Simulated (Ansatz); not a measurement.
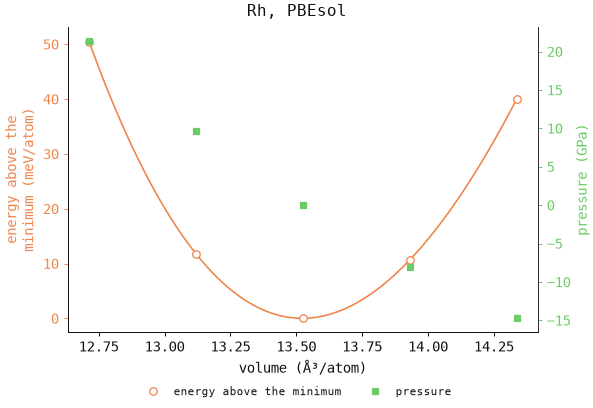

Plotted: energy above the minimum and pressure against volume for Rh, space group P6_3/mmc (No. 194).

Structure:
```cif
data_structure
_symmetry_space_group_name_H-M 'P 1'
_symmetry_Int_Tables_number 1
_cell_length_a 2.6754
_cell_length_b 2.6754
_cell_length_c 8.7271
_cell_angle_alpha 90.000
_cell_angle_beta 90.000
_cell_angle_gamma 120.000
_cell_volume 54.10
loop_
_atom_site_label
_atom_site_type_symbol
_atom_site_fract_x
_atom_site_fract_y
_atom_site_fract_z
_atom_site_occupancy
Rh1 Rh 0.00000 0.00000 0.00000 1
Rh2 Rh 0.33333 0.66667 0.25000 1
Rh3 Rh 0.00000 0.00000 0.50000 1
Rh4 Rh 0.66667 0.33333 0.75000 1
```

Calculation (Ansatz 0.2.0): third-order Birch-Murnaghan fit to density functional energies at scaled volumes of the given relaxed cell, shape and atoms relaxed at each volume; energies count from the fitted minimum; plane waves with PAW datasets, Γ-centred k mesh. Level: PBEsol, no spin polarisation.

- wave cutoff: 420 eV
- k mesh: 18×18×6
- occupations: Gaussian
- smearing width: 0.1 eV

The numbers behind the figure:

```csv
volume (Å³/atom),energy above the minimum (meV/atom),pressure (GPa)
12.713,50.5,21.34
13.119,11.8,9.71
13.525,0.0,0.01
13.931,10.7,-8.05
14.336,40.0,-14.75
```
